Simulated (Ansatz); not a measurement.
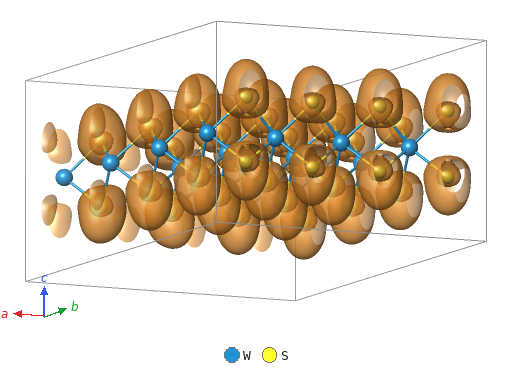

The picture shows: W15S32 (cell charge −2, with a compensating background) (cell with a defect). Isosurface of the ELF at 0.7 (orange), seen at an oblique angle. Only the valence region is drawn (cores and ρ < 0.01 e/Å³ removed). Sticks mark near contacts.

Theory: DFT PBE+D3(BJ), scalar-relativistic, plane waves, PAW in Ansatz.

```xyz
47
Lattice="6.3194 -10.9456 0.0000 6.3194 10.9456 0.0000 0.0000 0.0000 16.9395" Properties=species:S:1:pos:R:3 pbc="T T T"
W     3.2009   -3.6265    0.0000
W     1.5801   -0.9120    0.0000
W     6.3591   -9.0967    0.0000
W     6.2782   -3.6265    0.0000
W     4.7396   -0.8908    0.0000
W     3.1782    1.8136    0.0000
W     7.8978   -6.4316    0.0000
W     7.8990   -0.9120    0.0000
W     6.3009    1.8136    0.0000
W     4.7396    4.5604    0.0000
W     9.4733   -3.6519    0.0000
W     9.4395    1.8489    0.0000
W     7.9008    4.5140    0.0000
W     6.3252    7.2937    0.0000
W    11.0590   -0.9054    0.0000
S     6.3581   -7.3193   15.3807
S     4.7396   -4.5159   15.3807
S     3.1592   -1.8032   15.3649
S     1.5979    0.9011   15.3649
S     7.8712   -4.5769   15.3829
S     6.3199   -1.8032   15.3649
S     4.7396    0.9122   15.3477
S     3.1782    3.6384   15.3649
S     9.4812   -1.8255   15.3632
S     7.8813    0.9011   15.3649
S     6.3009    3.6384   15.3649
S     4.7396    6.3872   15.3632
S    11.0590    0.9446   15.3829
S     9.4405    3.6263   15.3807
S     7.9274    6.3687   15.3829
S     6.3174    9.1201   15.3632
S     6.3581   -7.3193    1.5588
S     4.7396   -4.5159    1.5588
S     3.1592   -1.8032    1.5745
S     1.5979    0.9011    1.5745
S     7.8712   -4.5769    1.5566
S     6.3199   -1.8032    1.5745
S     4.7396    0.9122    1.5918
S     3.1782    3.6384    1.5745
S     9.4812   -1.8255    1.5762
S     7.8813    0.9011    1.5745
S     6.3009    3.6384    1.5745
S     4.7396    6.3872    1.5762
S    11.0590    0.9446    1.5566
S     9.4405    3.6263    1.5588
S     7.9274    6.3687    1.5566
S     6.3174    9.1201    1.5762
```

Q: Describe the localisation domains.

A: The ELF exceeds this value in 32 regions wrapped around S (the valence shell of each), counted in one cell of 47 atoms. Counts are for one cell; the picture repeats the cell along the surface. Along the contacts the grid gives the following. W–S (2.36 Å): the ELF peaks at about 0.85 in the valence shell of S, 0.8 Å from its nucleus, and is about 0.50 at the midpoint. W–S (2.41 Å): the ELF peaks at about 0.85 in the valence shell of S, 0.8 Å from its nucleus, and is about 0.50 at the midpoint.

Q: Does the calculation give a band gap?

A: It is gapless in this calculation (a metal or semimetal).
